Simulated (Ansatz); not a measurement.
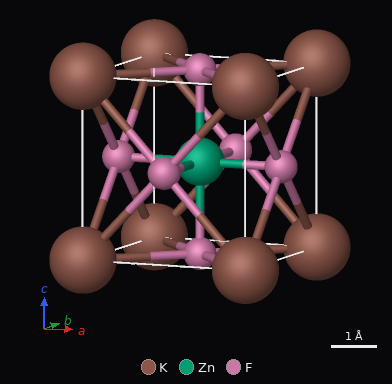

View slightly off an axis, drawn as a ball-and-stick model. Lines trace the edges of the conventional unit cell.

KZnF3, space group P4/mmm (No. 123), a = 3.945 Å, b = 3.945 Å, c = 4.129 Å, α = 90.00°, β = 90.00°, γ = 90.00°. The structure was taken from a structure type filled with these elements by a generator (whether the compound takes this form wasn't checked). The cell was then strained or its atoms displaced on purpose. An electronic-structure calculation with Ansatz was run on it.

This one geometry was computed with Ansatz (DFT, plane waves, PAW) at three levels of theory: PBE, HSE06 and r2SCAN. It was relaxed with r2SCAN and then strained.

> Which level gives the highest pressure at this volume, and what does that say about its equilibrium volume?

Highest: PBE (8.1 GPa), which points to the largest equilibrium volume. Lowest, with the smallest volume: r2SCAN (3.0 GPa). Levels within 0.5 GPa of each other can't be told apart.

> How does the band gap change with the level of theory?

PBE: a gap of 3.81 eV, indirect; r2SCAN: a gap of 4.57 eV, indirect; HSE06: a gap of 6.33 eV, indirect.

> Collect the results in a table.

| level | cutoff (eV) | k-mesh of the run's cell | gap (eV) | pressure (GPa) |
| --- | --- | --- | --- | --- |
| PBE | 420 | 6×6×6 | 3.81 | 8.1 |
| HSE06 | 420 | 4×4×4 | 6.33 | 5.1 |
| r2SCAN | 500 | 6×6×6 | 4.57 | 3.0 |

Gaps are taken on the k-mesh or band path of each run.
